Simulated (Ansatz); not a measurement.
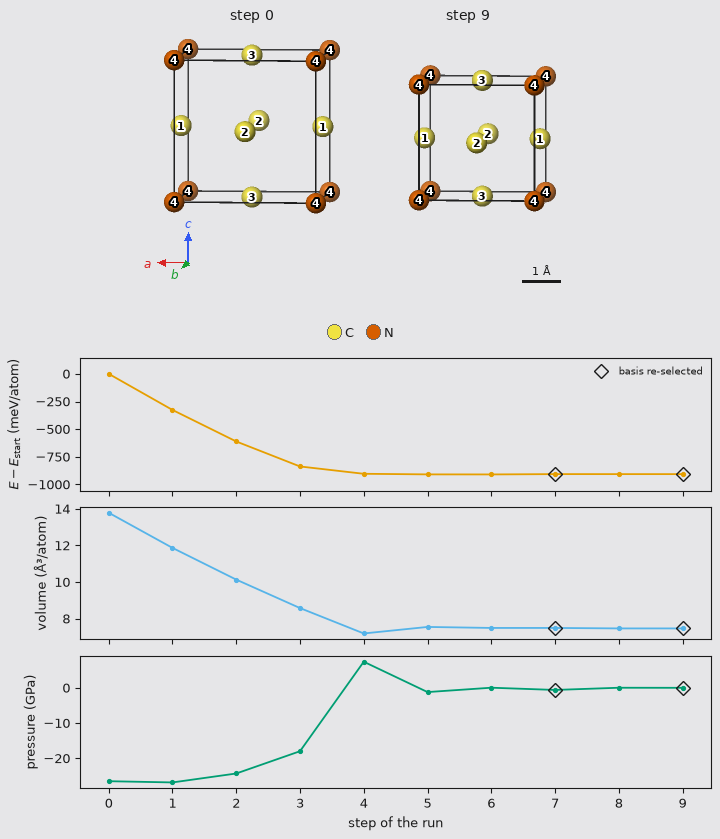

First and last geometry of a relaxation of a crystal of C3N (a generated structure, set up in Pm-3m) (coarse preliminary run), with the history of the run. Style: ball-and-stick. Shown: the cell of the calculation, from a free direction.

The calculation used DFT PBE, scalar-relativistic, plane waves, PAW in Ansatz. Settings: plane-wave cutoff 420 eV; k-point mesh 4 × 4 × 4; occupations gaussian; smearing width 0.1 eV; collinear spin; cell and atoms relaxed; force threshold 0.04 eV/Å; at most 70 steps.

> Did the run converge, and what did it change?

It converged. The energy falls by 906 meV per atom in 7 accepted moves (9 points after the start). All forces vanish by symmetry, so only the cell relaxes. Pressure: −26.48 GPa at the start and 0.01 GPa at the end. At 2 points the geometry stayed and the basis and grid were re-selected for the new cell (energy shift of 2.9 meV per atom at most each time). The atoms keep their places relative to the cell (all moves are under 0.005 Å). The volume changes by −45.8 %, with a = b = c 3.806 → 3.103 Å (−18.5 %). The space group stays Pm-3m (No. 221). The program noted that the starting moments weren't kept.

Limits of the set-up: the k-point mesh is coarse for a cell with partly filled bands; layers or molecules are held without a dispersion correction, so their spacing is unreliable.
